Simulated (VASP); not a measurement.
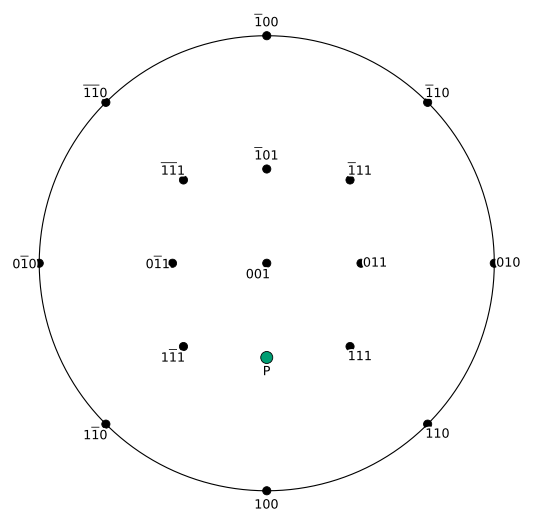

For GaAs, the geometry relaxed with VASP Kohn-Sham DFT of a periodic cell, PBE with ULG, VASP PAW PBE potentials, recommended (VASP 6.6.1): stereographic projection of plane normals (upper hemisphere) centred on (0 0 1). Geometry calculated from the standardised cell; symmetry tolerance 0.002 Å.

a = 5.686 Å, b = 5.686 Å, c = 5.686 Å, α = 90.00°, β = 90.00°, γ = 90.00°.

### Index the pole marked P.

P is (1 0 1), 45.0° from the centre.

### What is the angle between the normals of (−1 1 0) and (1 0 1), and what are their d_hkl = 1/|g|?

120.0°; d = 4.021 Å and 4.021 Å.
